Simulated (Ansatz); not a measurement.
System: V.

Input file:

```
crystal:
  lattice:
    - [0.0, 2.6845095207, 2.6845095207]
    - [2.6845095207, 0.0, 2.6845095207]
    - [2.6845095207, 2.6845095207, 0.0]
  atoms:
    - { symbol: V, position: [0.125, 0.125, 0.125] }
    - { symbol: V, position: [0.875, 0.875, 0.875] }
hamiltonian:
  xc: revpbe
  pseudopotentials:
    kind: paw
    azcp:
      V: "pseudopotentials/V.paw.azcp"
basis:
  ecutwfc: 420
  fft_grid_basis: typed
kpoints:
  mp_grid: { grid: [17, 17, 17], shift: [0, 0, 0] }
magnetization:
  spin_polarized: false
scf:
  occupations: { method: fermi_dirac, width: 0.1 }
output:
  write_density: true
  write_potential: true
  elf: true
  volumetric_format: npy
```

Below, planes, directions and counts refer to the conventional cell (a = 5.37 Å, b = 5.37 Å, c = 5.37 Å, α = 90.00°, β = 90.00°, γ = 90.00°).

Space group Fd-3m; set up as V, diamond; a generated structure, not necessarily the stable one; computed without spin polarisation.

The calculation used Ansatz 0.2.0, DFT, revPBE, plane waves (420 eV) with PAW, scalar-relativistic.

Question: Predict the valence pseudo-density and electron localisation function between the atoms.

Answer: V–V (2.32 Å): the density is about 0.46 e/Å³ at the midpoint; the ELF is about 0.25 at the midpoint; no shared electron pair shows on this line.

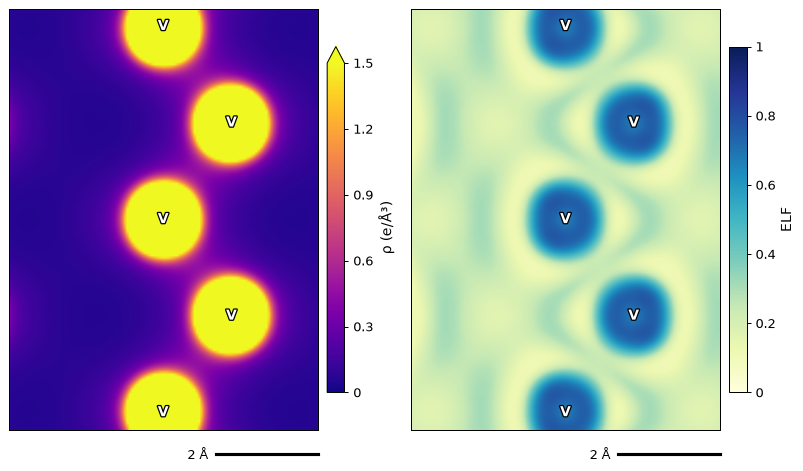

Computed valence pseudo-density and electron localisation function on the (101) plane of the conventional cell, in this order. 
